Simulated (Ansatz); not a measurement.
Ta₃N

The calculation's input:

```
crystal:
  lattice:
    - [3.9695993417, 0.0, 0.0]
    - [0.0, 3.9695993417, 0.0]
    - [0.0, 0.0, 3.9695993417]
  atoms:
    - { symbol: Ta, position: [0.0, 0.5, 0.5] }
    - { symbol: Ta, position: [0.5, 0.0, 0.5] }
    - { symbol: Ta, position: [0.5, 0.5, 0.0] }
    - { symbol: "N", position: [0.0, 0.0, 0.0] }
basis:
  ecutwfc: 420
kpoints:
  mp_grid: { grid: [12, 12, 12] }
hamiltonian:
  xc: pbe
scf:
  occupations: { method: gaussian, width: 0.1 }
output:
  forces: true
  stress: true
  eigenvalues: true
  write_density: true
  write_potential: true
  elf: true
  volumetric_format: npy
relax:
  adjacent_minimum: "off"
  f_tol: 0.01
  max_steps: 80
  cell: { stress_tol: 0.05 }
```

Command:

```sh
ansatz run input.yaml --threads 1 --pin off --max-ram 2560MiB --backend cpu --events-out ev --progress --plain --runs-dir out
```

Below, planes, directions and counts refer to the conventional cell (a = 3.96 Å, b = 3.96 Å, c = 3.96 Å, α = 90.00°, β = 90.00°, γ = 90.00°).

The fields are those of the relaxed geometry.

Space group Pm-3m; started from the Cu3Au (L1_2)_221 prototype, which need not be the ambient phase.

Level of theory: Ansatz 0.2.0, DFT PBE, scalar-relativistic, plane waves, PAW.

In a PAW calculation such maps are meaningful between the atoms, not at the nuclei.

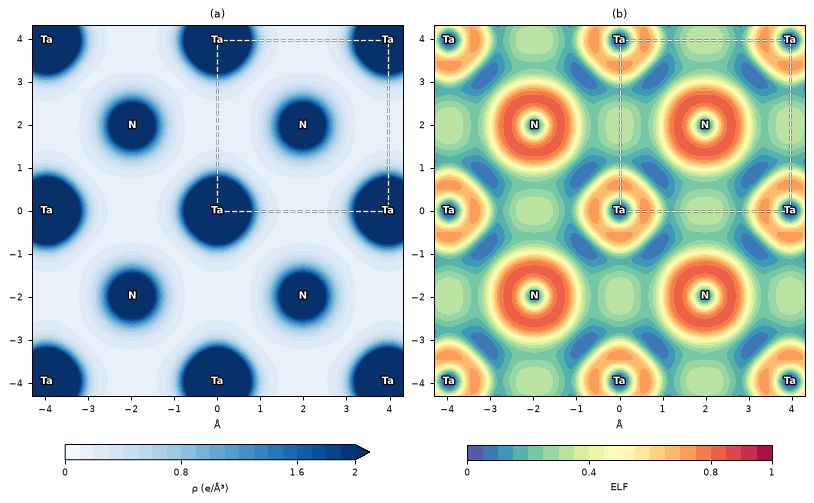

Figure 1. (a) valence electron density; (b) ELF on the (010) plane of the conventional cell.

Question: Describe what can be read from this map.

Answer:
- The section cuts through Ta and N sites.
- Ta–N (2.80 Å): ρ is about 0.18 e/Å³ halfway; the ELF is about 0.10 at the midpoint; no localised pair shows between them.
- Between the atoms the lowest density in this plane is 0.15 e/Å³.
- The features right at Ta lie inside the PAW spheres, where the map follows smoothed inner orbitals and isn't to be read closely.

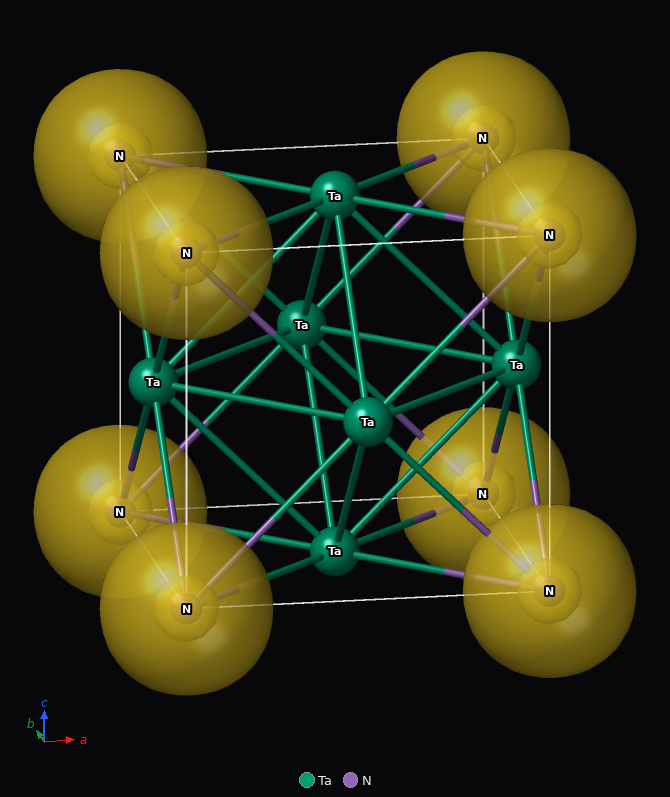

Figure 2. Isosurface of the electron localisation function at 0.6 (yellow), seen slightly off an axis. Only the valence region is drawn (cores and ρ < 0.01 e/Å³ removed). Sticks mark near contacts.

Question: Where are the electrons localised?

Answer: The ELF exceeds this value in one region wrapped around N (its valence shell), counted in one cell of 4 atoms. Any copies at cell faces, edges or corners count once. Along the contacts the grid gives the following. Ta–Ta (2.80 Å): the ELF is about 0.40 at the midpoint.

Question: Does the calculation give a band gap?

Answer: It is gapless in this calculation (a metal or semimetal); semilocal functionals without U, or without the true magnetic order, often close the gap of such compounds.
